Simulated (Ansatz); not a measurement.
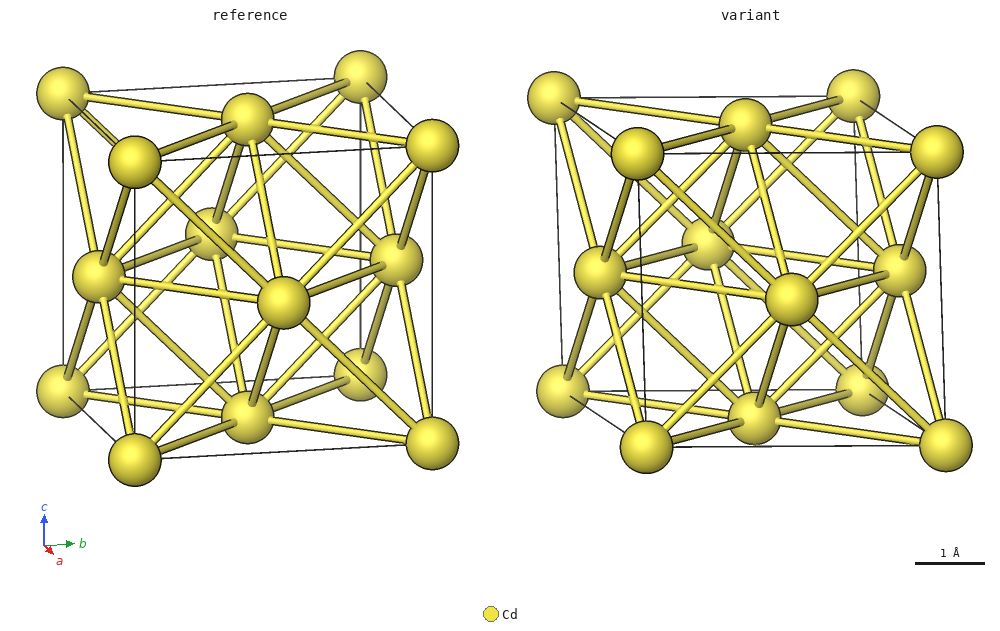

Left: crystalline Cd (set up in Fm-3m) in its unrelaxed database cell. Right: the same structure after one change, at the same scale. Style: ball-and-stick. Shown: the conventional cell (4 times the calculation's cell), slightly off an axis. Lengths and directions refer to the drawn axes.

Method: DFT PBE, scalar-relativistic, plane waves, PAW (Ansatz). Settings: plane-wave cutoff 420 eV; occupations gaussian; smearing width 0.1 eV; no spin polarisation. The k-mesh is chosen for each cell (16×16×16, 16×15×15).

What distinguishes the right structure from the left one?

The cell is strained by −8.3 % along [1 −1 −1] and +3.7 % across it (volume −1.5 %), the atoms keeping their fractional coordinates. No relaxation follows.

How do the computed properties respond?

The pressure goes from 2.3 to 3.6 GPa. The principal stresses (compression positive) are 5.2 GPa along [1 −1 −1], 2.9 GPa along [0 1 −1], 2.7 GPa along [2 1 1]. All forces vanish by symmetry. It is metallic before and after. Among the bonded contacts that change: Cd–Cd 3.137 → 3.006 to 3.252 Å. The space group (tolerance 0.01 Å) goes from Fm-3m (No. 225) to R-3m (No. 166).
